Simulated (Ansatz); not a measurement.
# TiC: what the fields show

```
CELL_PARAMETERS angstrom
0.00000 -4.30636 0.00000
0.00000 0.00000 4.32800
-4.34964 0.00000 0.00000
ATOMIC_POSITIONS crystal
Ti 0.50000 0.00000 0.50000
Ti 0.00000 0.00000 0.00000
Ti 0.50000 0.50000 0.00000
Ti 0.00000 0.50000 0.50000
C 0.50000 0.00000 0.00000
C 0.00000 0.00000 0.50000
C 0.50000 0.50000 0.50000
C 0.00000 0.50000 0.00000
```

Space group Fmmm; changed on purpose from its base cell (strain +0.0050 x Voigt [1, -1, 0, 0, 0, 0], atoms carried along); computed without spin polarisation.

Level of theory: DFT r2SCAN, scalar-relativistic, plane waves, PAW (Ansatz 0.2.0).

The density is the valence pseudo-density of a PAW calculation; it isn't the true density close to the nuclei.

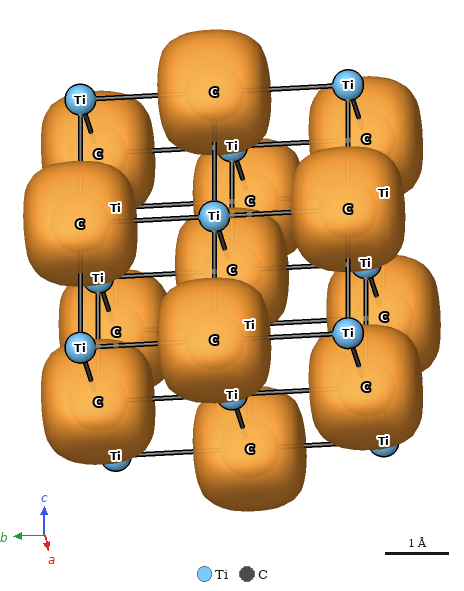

Figure 1. Isosurface of the ELF at 0.65 (orange), seen at an oblique angle. Only the valence region is drawn (cores and ρ < 0.01 e/Å³ removed). Sticks mark near contacts.

Identify the bonds, lone pairs and shells in this picture.

The surface consists of four regions wrapped around C (the valence shell of each), counted in one cell of 8 atoms. Any copies at cell faces, edges or corners count once. Along the contacts the grid gives the following. Ti–C (2.15 Å): the ELF peaks at about 0.80 in the valence shell of C, 0.7 Å from its nucleus, and is about 0.30 at the midpoint.

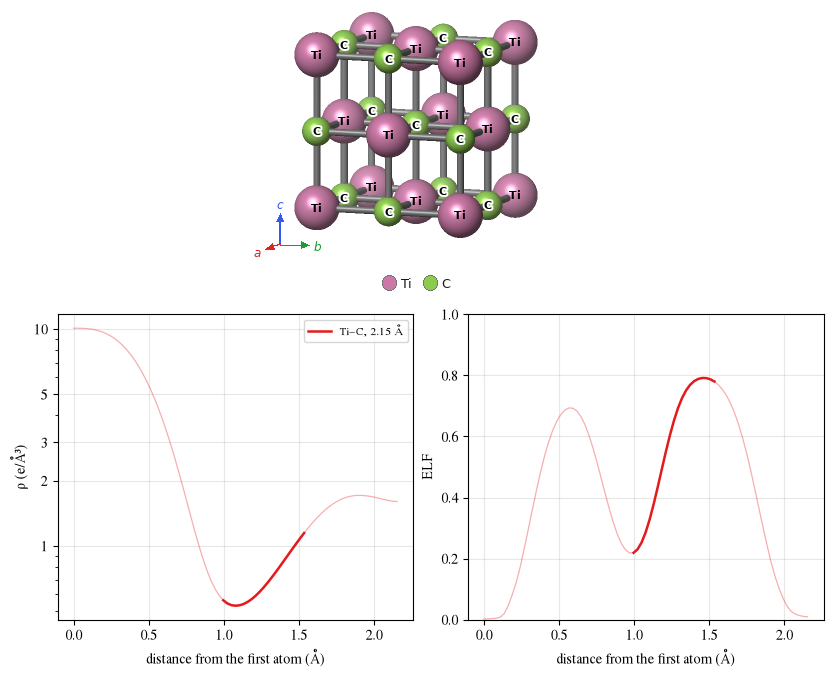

Figure 2. Valence charge density (pseudo) and electron localisation function along straight lines between neighbouring atoms. Thin, pale parts lie inside the atomic spheres. The structure is drawn too.

What can be read from the curves?

Ti–C (2.15 Å): the density is about 0.53 e/Å³ at the midpoint; the ELF peaks at about 0.80 in the valence shell of C, 0.7 Å from its nucleus, and is about 0.30 at the midpoint.

Does the calculation give a band gap?

It is gapless in this calculation (a metal or semimetal).
